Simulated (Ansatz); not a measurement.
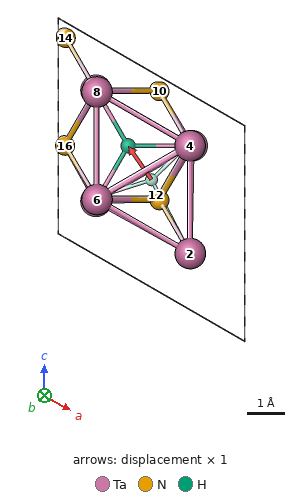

This is a relaxation of a defect cell of composition Ta8HN8. The starting structure is drawn faded, the final one solid; red arrows show the displacements, at their true length.

The picture is a ball-and-stick view of the cell of the calculation, reduced to other axes (origin shifted), seen along the b axis. Lengths and directions refer to the drawn axes.

Case: H interstitial, charge +0, atoms relaxed. The atoms of the start lie slightly off their symmetric places, so part of the fall in energy undoes that.

Theory: DFT PBE, scalar-relativistic, plane waves, PAW in Ansatz. (plane-wave cutoff 420 eV; k-point mesh 4 × 5 × 5; occupations gaussian; smearing width 0.1 eV; mesh shifted by (0.5, 0, 0); no spin polarisation; atoms relaxed in a fixed cell; force threshold 0.02 eV/Å; at most 60 steps)

Which element moves most?

Hydrogen: up to 1.13 Å, against 0.11 Å for tantalum.

What did the optimiser do to the structure, and how much energy did it gain?

Over 7 geometry steps the energy falls by 3.715 eV per cell of the calculation. Largest force component: 5.7 eV/Å at the start, 0.0033 eV/Å at the end. The largest move is that of the H atom, 1.13 Å along [−1 0 1]. Largest moves by element: H 1.13 Å, Ta 0.11 Å, N 0.09 Å. The lattice vectors keep their values. Among the contacts that change: H–Ta 2.212 → 3.407 Å, H–Ta 2.902 → 1.755 Å, H–Ta 1.420 → 1.755 Å, H–Ta 1.610 → 1.755 Å. New bonds form, among them: H–Ta (2.90 → 1.76 Å). Among the angles between lasting bonds that change: Ta–H–Ta 153.5° → 120.0°. The run took 2.8 min on 4 threads of Oxide Virtual Turin-like Processor (Zen 5) (shared host), peak memory 1 GiB.

Limits of the set-up: the cell has an odd number of electrons but was run without spin polarisation; the periodic images lie only 5.8 Å apart, so the values are limited by the cell's size.
